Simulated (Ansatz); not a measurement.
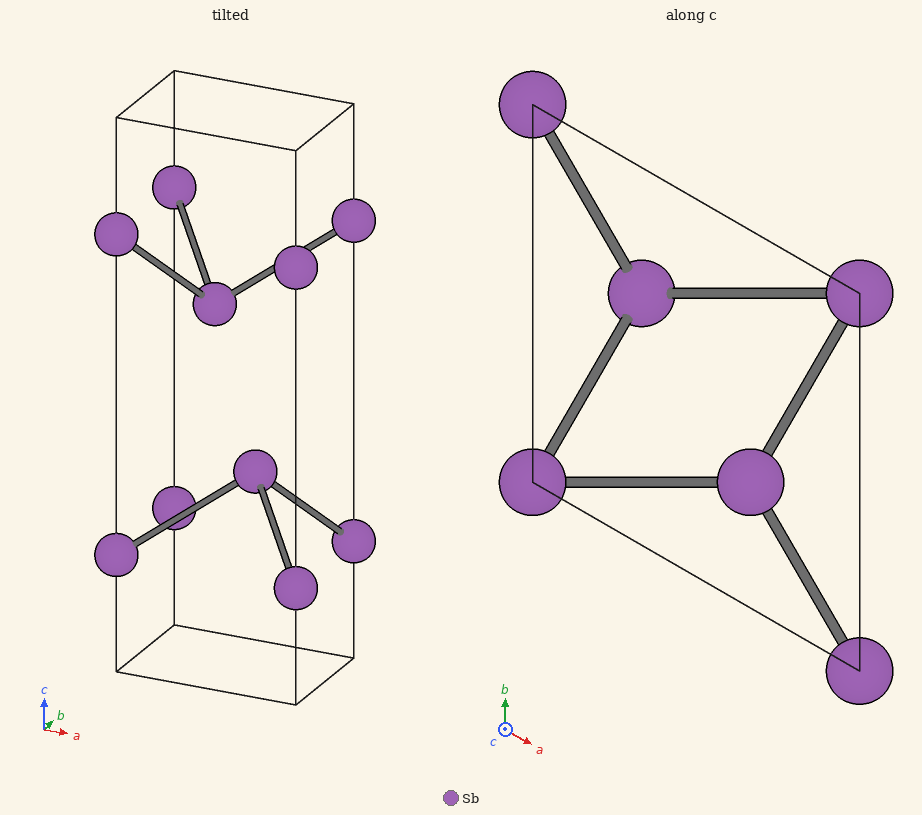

The image is a ball-and-stick drawing of a crystal, viewed slightly off an axis and along the c axis. The lines enclose the conventional unit cell; boundary atoms appear with their images. Cell: a = 4.25 Å, b = 4.25 Å, c = 9.71 Å, α = 90.00°, β = 90.00°, γ = 120.00°.

Its origin is a structure type filled with this element by a generator (whether the element takes this form wasn't checked). Earlier steps of the study may have refined or changed the cell and positions. It was the input of a calculation with Ansatz.

### Notes on the structure:

The element is antimony. The structure has P-3m1 (No. 164) symmetry and a primitive hexagonal lattice. The cell holds four atoms. Each Sb atom is coordinated by three Sb in a trigonal pyramidal arrangement at about 2.9 Å. The bonds build Sb layers parallel to (001).

Computational set-up: DFT LDA, scalar-relativistic, plane waves, PAW in Ansatz, a kinetic-energy cutoff of 420 eV, a 12×12×6 k-point grid, Gaussian smearing of 0.1 eV, no spin polarisation.

### Classify it as metallic or gapped, with the value.

A metal: bands cross the Fermi level.

### Is the structure relaxed at this level of theory?

No. The largest force is 0.34 eV/Å, on Sb. The pressure is -2.8 GPa, so the cell would contract.

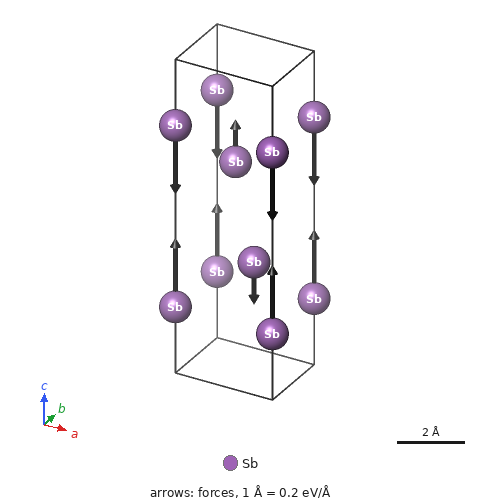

The forces as arrows. The run's cell of 4 atoms is drawn.
